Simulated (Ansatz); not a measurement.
# Single-point calculation of Rh

- system: Rh (Pm-3m, 1 atom in the cell)
- method: DFT, LDA, plane waves, PAW, no spin polarisation (Ansatz 0.2.0)

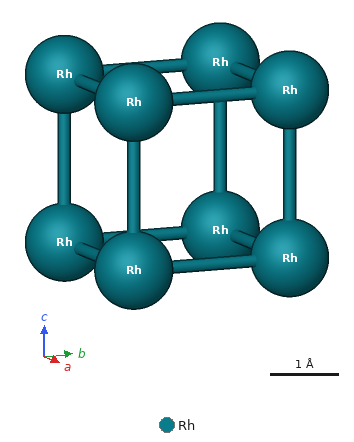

*The input geometry (ball-and-stick view of the cell of the calculation, seen slightly off an axis).*

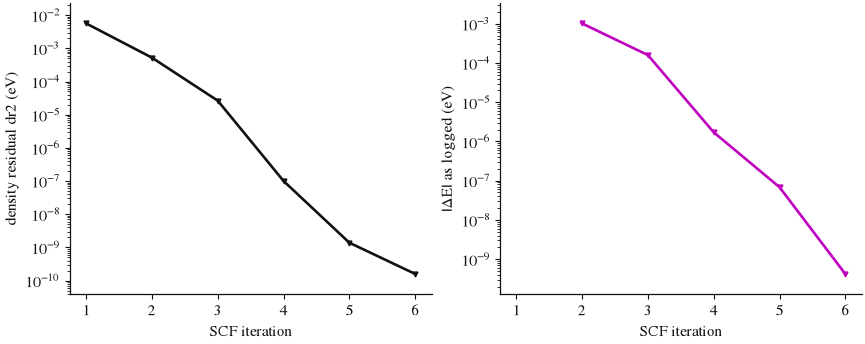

*Convergence of the self-consistent field: density residual dr2 and size of the energy change against the SCF iteration.*

The residual falls at every step.

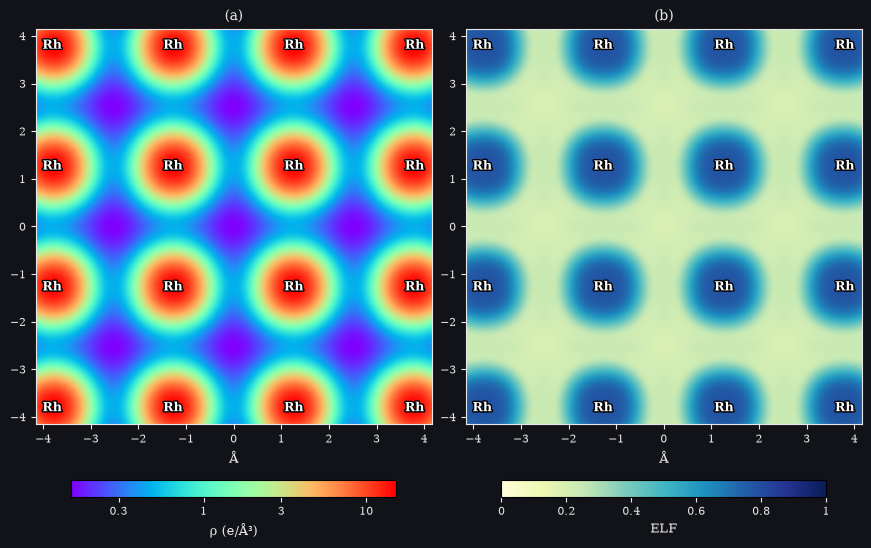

*(a) valence pseudo-density; (b) electron localisation function on the (100) plane of the conventional cell.*

The plane passes through Rh nuclei. Rh–Rh (2.54 Å): the density is about 0.47 e/Å³ at the midpoint; the ELF is about 0.25 at the midpoint; no shared electron pair. Away from the nuclei the density in this plane falls to 0.15 e/Å³ at its lowest. The strong features right at Rh lie inside the PAW spheres (semicore, d or f shells) and say nothing about bonding. In a PAW calculation such maps are meaningful between the atoms, not at the nuclei.

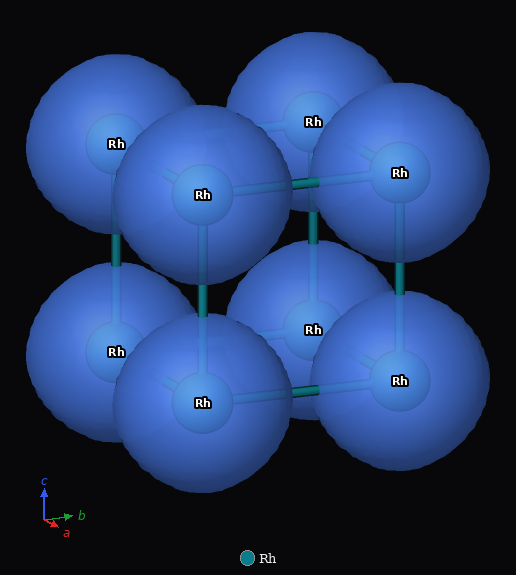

*Isosurface of the valence pseudo-density at 0.6 e/Å³ (blue), seen slightly off an axis. Sticks mark near contacts. The outline is the cell set on symmetry axes.*

At this value the density breaks into separate islands; it holds about 80 % of the electrons treated as valence (semicore included). It is pinched off along the Rh–Rh (2.54 Å) contacts. On the grid the lowest density along these lines, outside the cores, is 0.47 e/Å³ (Rh–Rh, 2.54 Å).

These pictures come from the run below.

Input
```yaml
crystal:
  lattice:
    - [2.5371790253, 0.0, 0.0]
    - [0.0, 2.5371790253, 0.0]
    - [0.0, 0.0, 2.5371790253]
  atoms:
    - { symbol: Rh, position: [0.0, 0.0, 0.0] }
kpoints:
  mp_grid: { grid: [15, 15, 15] }
  band_path:
    path:
      - [0.0, 0.0, 0.0]
      - [0.0, 0.5, 0.0]
      - [0.5, 0.5, 0.0]
      - [0.0, 0.0, 0.0]
      - [0.5, 0.5, 0.5]
      - [0.0, 0.5, 0.0]
      - [0.5, 0.5, 0.5]
      - [0.5, 0.5, 0.0]
    npoints: 8
scf:
  occupations: { method: fermi_dirac, width: 0.1 }
hamiltonian:
  xc: lda
  pseudopotentials: { kind: paw }
output:
  forces: true
  stress: true
  eigenvalues: true
  populations: true
  write_density: true
  write_potential: true
  elf: true
  volumetric_format: npy
```

Run as:
```bash
ansatz run input.yaml --threads 1 --pin off --max-ram 2048MiB --backend cpu --events-out ev --progress --plain --runs-dir out
```

Output
```
Engine: ansatz 0.2.0, aarch64-unknown-linux-gnu
Pseudopotentials: kind: paw
Pseudopotential: Rh, paw, valence charge 17, recommended cutoff 420 eV (normal), Rh.paw.azcp
Functional definition: SPW92
  exchange = slater_x
  correlation = pw_c
Crystal: 1 atoms, lattice volume = 16.333 Å³
Basis set: ecut = 420 eV, 305 PW (Γ)
Bands: 13, of which v1, the nominal top of the filled ones, is band 9 counted from 1 (8 counted from 0)
Symmetry: 48 space group operations
Space group: Pm-3m (ITA 221), of the structure as read, at distance tolerance 2.5e-5 Å
k-points: 120 of 3375
Non-local potential: Rh, projectors of the file, l = 0: 3, l = 1: 2, l = 2: 2, l = 3: 1
PAW form: soft (Blöchl's): semilocal exchange-correlation on the pseudo side does not see the compensation charge
PAW frozen core: Rh, regenerated for the run's functional, and the local potential with it (the file was generated under x = pbe(κ = 0.804, μ = 0.2195149727645171), c = pbe(β = 0.06672455060314922))
PAW one-centre angular grid: Rh, 590 points (default); XC on 64 Gauss nodes
Initial density: superposition of atomic densities (neutral atoms: chi_scale 0, normalization atom), corrected by the library's trained network
Initial wavefunctions: pseudopotential atomic-orbital guess
Functional: x = slater, c = lda
SCF iter   1: F=—  HF=-6277.728745 eV  |F-HF|=—  |Δ(HF+E_count)|=         —  Δρ=7.93e-3  dr2=5.63e-3  ethr=1.77e-3  ⟨swp⟩=4.8  Hψ=8378  notcnv=0
preconditioner: auto → none  [metal: Δε(μ)=0.012 eV  Ē_g=12.606 eV  σ=0.100 eV  W_gap=0.03  n_scr=6 (ndim 8)  ℏωp=27.6 eV  f_vac=0.000  D(μ)=1.80/eV (n_scr^D=26)  sad-step TF]
SCF iter   2: F=—  HF=-6277.727722 eV  |F-HF|=—  |Δ(HF+E_count)|=   1.02e-3  Δρ=3.49e-3  dr2=5.23e-4  ethr=3.31e-5  ⟨swp⟩=2.2  Hψ=2985  notcnv=0
SCF iter   3: F=—  HF=-6277.727563 eV  |F-HF|=—  |Δ(HF+E_count)|=   1.59e-4  Δρ=9.84e-4  dr2=2.64e-5  ethr=3.08e-6  ⟨swp⟩=2.2  Hψ=2057  notcnv=0
SCF iter   4: F=—  HF=-6277.727561 eV  |F-HF|=—  |Δ(HF+E_count)|=   1.71e-6  Δρ=5.60e-5  dr2=1.00e-7  ethr=1.55e-7  ⟨swp⟩=1.2  Hψ=1717  notcnv=0
iter 5 did not close the SCF: its close was put off for the readings that it lacked (scf_convergence_deferred on its scf_iter line)
SCF iter   5: F=-6277.727561 eV  HF=-6277.727561 eV  |F-HF|=6.97e-10  |Δ(HF+E_count)|=   6.82e-8  Δρ=6.75e-6  dr2=1.38e-9  ethr=5.91e-10  ⟨swp⟩=2.2  Hψ=2255  notcnv=0
SCF iter   6: F=-6277.727561 eV  HF=-6277.727561 eV  |F-HF|=9.19e-11  |Δ(HF+E_count)|=  4.19e-10  Δρ=1.26e-6  dr2=1.58e-10  ethr=8.13e-12  ⟨swp⟩=4.7  Hψ=7622  notcnv=0
SCF 1 converged in 6 iterations: F = -6277.727561 eV  dr2 = 1.58e-10
  greatest PAW one-centre occupation: 1.000 electrons in one spin orbital (limit 2), on the Rh atom at site 0 (counted from 0), in its partial waves of l = 0
NSCF: frozen V_eff on 57 k-points
SCF converged after 6 iterations
Free energy (F): -6277.727561 eV
Harris-Foulkes:  -6277.727561 eV  (|F-HF|=9.19e-11)
Internal energy: -6277.667823 eV  (E = F + TS)
E sigma→0 (E₀):  -6277.697692 eV
Entropy (-TS):   -0.059738 eV (-59.738 meV/atom)
Fermi energy:    17.658584 eV
--- Per-component energies (eV) ---
  E_band       = -157.275761
  E_kinetic    = 572.597120
  E_local      = -1865.018790  (includes V_loc(G=0)·N_el)
  E_nonlocal   = 363.020666
  E_hartree    = 662.067091
  E_xc         = -219.184768
  E_vxc        = -276.289111  (∫ρ·V_xc dr)
  E_paw        = -3464.895516  (= ΣΔE_a)
  E_vpaw       = -275.720018  (= ΣTr[D̂ρ^β])
  E_aug_tail   = 0.000784  (compensation charges beyond the density's cutoff)
  E_ewald      = -2326.876892
  E_core_change = 0.622482  (= ΣΔE_core)
  E_smearing   = -0.059738  (= −TS)
  E_closure    = -0.000000  (closes the sum)
  Σ components = -6277.727561   (vs F -6277.727561, Δ=0.00e0)
--- Forces (eV/Å), atoms counted from 1 ---
  atom   1  Rh     0.00000000    -0.00000000     0.00000000
  max |Σ_I F_I| component: 1.48e-31 eV/Å
--- Stress (GPa, compression-positive) ---
      -13.072499       0.000000       0.000000
        0.000000     -13.072499       0.000000
       -0.000000       0.000000     -13.072499
  P = ⅓ Tr σ = -13.0725 GPa (-130.725 kbar)
--- Band table (eV; the first three rows and the last of 120) ---
  k-point 0: bands = ["-60.6611", "-28.2345", "-28.2345", "-28.2345", "10.8508", "12.5631", "12.5631", "18.4233", "18.4233", "18.4233", "34.2498", "34.2498", "34.2498"]
  k-point 1: bands = ["-60.6578", "-28.2659", "-28.2319", "-28.2319", "10.9782", "12.5881", "12.6795", "18.3137", "18.3137", "18.4319", "33.3909", "34.4715", "34.4715"]
  k-point 2: bands = ["-60.6481", "-28.3541", "-28.2245", "-28.2245", "11.3229", "12.6595", "13.0456", "18.0159", "18.0159", "18.4562", "31.5905", "35.1011", "35.1011"]
  k-point 119: bands = ["-60.4320", "-28.7650", "-28.7642", "-28.7642", "13.2570", "13.3034", "13.3034", "19.9355", "19.9355", "27.9737", "28.9604", "29.6321", "29.6321"]
--- Löwdin populations: 1 site ---
  site symbol       q [e]
     0     Rh     16.9302
  spilling = 0.004105 (of n_electrons = 17.000000)
```

File populations.tsv
```
# site	symbol	l	j	q
# orbitals = lowdin
# n_electrons = 17.000000
# spilling = 0.004105
0	Rh	0_4S	-	1.987994
0	Rh	0_5S	-	0.765927
0	Rh	1_4P	-	5.990264
0	Rh	2_4D	-	8.186032
```

File rho_z.tsv
```
# z_ang	rho[e/angstrom^3]
# format = ansatz-planar-average/11
# lattice	2.537179025	0.000000000	0.000000000
# lattice	0.000000000	2.537179025	0.000000000
# lattice	0.000000000	0.000000000	2.537179025
# sites	1
# site	45	0.000000000	0.000000000	0.000000000
0.000000	2.443191e0
0.140954	2.308846e0
0.281909	1.938317e0
0.422863	1.437700e0
0.563818	9.526606e-1
0.704772	5.830972e-1
0.845726	3.621103e-1
0.986681	2.565786e-1
1.127635	2.092222e-1
1.268590	1.953675e-1
1.409544	2.092222e-1
1.550498	2.565786e-1
1.691453	3.621103e-1
1.832407	5.830972e-1
1.973361	9.526606e-1
2.114316	1.437700e0
2.255270	1.938317e0
2.396225	2.308846e0
```

Key numbers

| quantity | value |
| --- | --- |
| outcome | converged |
| space group (tolerance 0.01 Å) | Pm-3m (221) |
| electrons treated | 17 |
| free energy | −6277.7276 eV |
| Fermi energy | 17.659 eV |
| pressure | −13.07 GPa |
| largest force (length of the vector) | under 0.001 eV/Å |
| hardware | 1 thread of Arm Neoverse V2, 24 GiB of memory available, shared host |
| wall time | 2 s |
| peak memory | 0.27 GiB |

Settings chosen away from the usual ones: hamiltonian.xc = "lda". The cell is under a tension of 13.1 GPa at this level, so it is not at its equilibrium volume.
